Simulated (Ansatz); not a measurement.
GePt (slab)

```yaml
crystal:
  lattice:
    - [3.74452, 0.00000, 0.00000]
    - [0.00000, 5.82714, 0.00000]
    - [0.00000, 0.00000, 26.67554]
  atoms:
    - { symbol: Pt, position: [0.75000, 0.99822, 0.28116] }
    - { symbol: Ge, position: [0.25000, 0.31323, 0.30564] }
    - { symbol: Ge, position: [0.75000, 0.68677, 0.34625] }
    - { symbol: Pt, position: [0.25000, 0.00178, 0.37074] }
    - { symbol: Pt, position: [0.25000, 0.50178, 0.39719] }
    - { symbol: Ge, position: [0.75000, 0.18677, 0.42168] }
    - { symbol: Ge, position: [0.25000, 0.81323, 0.46229] }
    - { symbol: Pt, position: [0.75000, 0.49822, 0.48678] }
    - { symbol: Pt, position: [0.75000, 0.99822, 0.51322] }
    - { symbol: Ge, position: [0.25000, 0.31323, 0.53771] }
    - { symbol: Ge, position: [0.75000, 0.68677, 0.57832] }
    - { symbol: Pt, position: [0.25000, 0.00178, 0.60281] }
    - { symbol: Pt, position: [0.25000, 0.50178, 0.62926] }
    - { symbol: Ge, position: [0.75000, 0.18677, 0.65375] }
    - { symbol: Ge, position: [0.25000, 0.81323, 0.69436] }
    - { symbol: Pt, position: [0.75000, 0.49822, 0.71884] }
```

Not relaxed (largest force 1.9 eV/Å).

The calculation used Ansatz, DFT PBE, scalar-relativistic, plane waves, PAW.

### Predict the valence pseudo-density and electron localisation function between the atoms.

Ge–Pt (2.51 Å): the density is about 0.51 e/Å³ at the midpoint; the ELF is about 0.40 at the midpoint.
Ge–Pt (2.68 Å): ρ at the midpoint is about 0.38 e/Å³; the ELF is about 0.40 at the midpoint.

### Does the calculation give a band gap?

It is metallic or semimetallic at this level of theory: no gap opens.

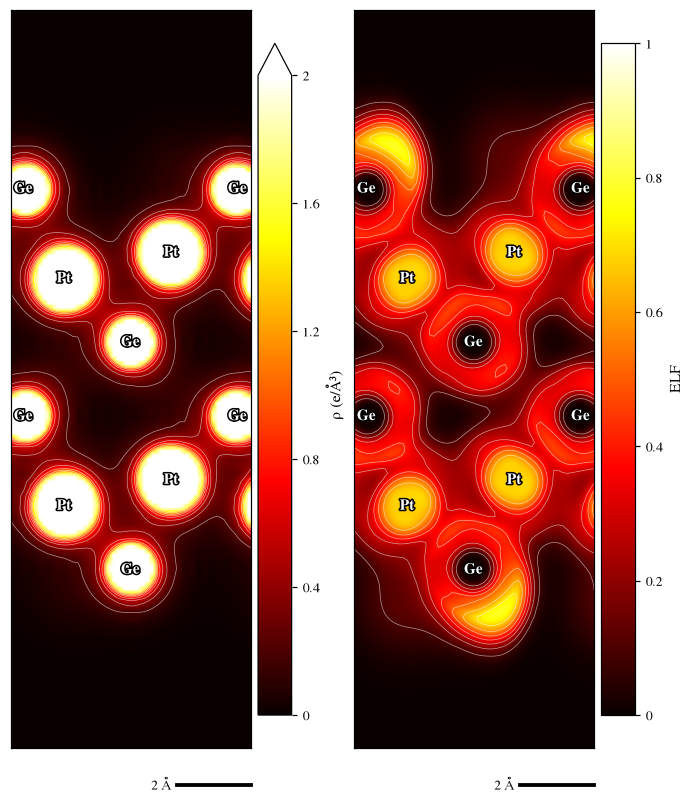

Computed valence pseudo-density and electron localisation function on the (100) plane of the calculation cell, a cut from vacuum to vacuum, in this order. 

The density is the valence pseudo-density of a PAW calculation; it isn't the true density close to the nuclei.
